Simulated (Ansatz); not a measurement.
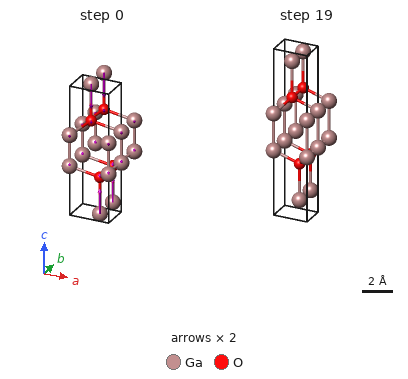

The structure of crystalline Ga₂O (a generated structure, set up in P-3m1) (coarse preliminary run) before (left) and after (right) a relaxation, at one scale. The purple arrows give the displacements (the part carried along by the change of the cell is left out), 2 times their true length.

The picture is a ball-and-stick view of the cell of the calculation, repeated 1 × 2 × 1 with one cell outlined, seen slightly off an axis.

All numbers below come from DFT PBE, scalar-relativistic, plane waves, PAW in Ansatz 0.2.0.

Input file:
```yaml
crystal:
  lattice:
    - [3.6270494248, 0.0, 0.0]
    - [-1.8135247124, 3.1411169427, 0.0]
    - [0.0, 0.0, 8.8843145299]
  atoms:
    - { symbol: Ga, position: [0.0, 0.0, 0.38] }
    - { symbol: Ga, position: [0.0, 0.0, 0.62] }
    - { symbol: Ga, position: [0.6666666667, 0.3333333333, 0.023] }
    - { symbol: Ga, position: [0.3333333333, 0.6666666667, 0.977] }
    - { symbol: O, position: [0.6666666667, 0.3333333333, 0.306] }
    - { symbol: O, position: [0.3333333333, 0.6666666667, 0.694] }
basis:
  ecutwfc: 420
kpoints:
  mp_grid: { grid: [6, 6, 2] }
hamiltonian:
  xc: pbe
scf:
  occupations: { method: gaussian, width: 0.1 }
output:
  forces: true
  stress: true
  eigenvalues: true
relax:
  adjacent_minimum: "off"
  f_tol: 0.05
  max_steps: 80
  cell: { stress_tol: 0.5 }
```

Run as
```bash
ansatz run input.yaml --threads 2 --pin off --max-ram 6144MiB --backend cpu --events-out ev --progress --plain --runs-dir out
```

Summarise the run.

Answer. The energy falls by 709 meV per atom in 16 accepted moves (19 points after the start). Largest force component: 5 eV/Å at the start, 0.049 eV/Å at the end. Pressure: 8.68 GPa at the start and 0.20 GPa at the end. The SCF was repeated 3 times at an unchanged geometry on a basis and grid sized afresh for the cell, which shifted the energy by 19.0 meV per atom at most. The largest moves relative to the cell, 0.87 Å, are those of Ga3 and Ga4. Ga3 goes along +c. Largest moves by element: Ga 0.87 Å, O 0.13 Å. The drawn cell changes as follows: a = b 3.627 → 3.108 Å (−14.3 %), c 8.884 → 11.449 Å (+28.9 %); the volume changes by −5.4 %. Among the contacts that change: Ga3–Ga4 2.134 → 2.887 Å, Ga1–Ga2 2.132 → 2.545 Å, Ga1–O5 2.195 → 1.973 Å, Ga3–O5 2.514 → 2.500 Å. Bonds break: Ga3–Ga4 (2.13 → 2.89 Å). Bond angles that change, for instance: O6–Ga2–O6 111.4° → 103.9°, Ga2–O6–Ga2 111.4° → 103.9°, Ga1–Ga2–O6 107.4° → 114.6°. The space group stays P-3m1 (No. 164).

Limits of the set-up: layers or molecules are held without a dispersion correction, so their spacing is unreliable.
